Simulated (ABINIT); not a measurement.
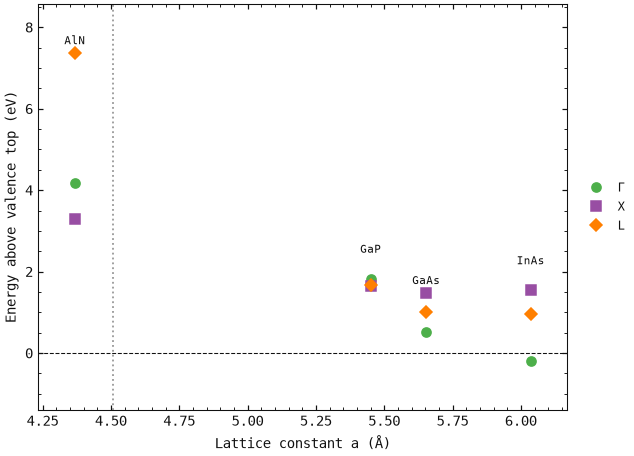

Lowest conduction level at each named k point, counted from the valence-band top at Γ, for five zincblende crystals against the lattice constant, each in its database cell. A negative value at Γ means that the s-like level, then filled, lies under the p-like triplet: the bands are inverted and there is no gap. All by ABINIT with PBE, without spin-orbit coupling, no moments; potentials: JTH PAW PBE v2.0.

| compound | a (Å) | k mesh | Γ (eV) | X (eV) | L (eV) |
| --- | --- | --- | --- | --- | --- |
| AlN | 4.368 | 10×10×10 | 4.18 | 3.30 | 7.36 |
| GaP | 5.451 | 8×8×8 | 1.82 | 1.65 | 1.67 |
| GaAs | 5.654 | 8×8×8 | 0.51 | 1.47 | 1.00 |
| InAs | 6.036 | 8×8×8 | −0.19 | 1.54 | 0.96 |

> GaN (a = 4.507 Å, dotted line) is left out. Estimate its value at Γ.

A straight line through the other values at Γ gives 3.88 eV. The run gives 1.71 eV at Γ, 3.34 eV at X and 4.63 eV at L, so the line misses by 2.17 eV: a straight line in the lattice constant doesn't capture this level.

> With the valence top at Γ, which of these have their lowest conduction level there too?

GaN and GaAs (direct among these points); AlN has it at X and GaP has it at X or L. InAs is inverted, with no gap.

Spin-orbit coupling is left out, which matters for In and As. LDA, GGA and most meta-GGA functionals understate gaps. The usual form of AlN is wurtzite. The usual form of GaN is wurtzite. GaP: measured GaP has its conduction bottom near X; the order of its valleys hangs on the functional and the volume. Measured InAs has a positive gap at its own volume; this functional understates it. The cells are as the databases list them, so they lie at different pressures for this functional.
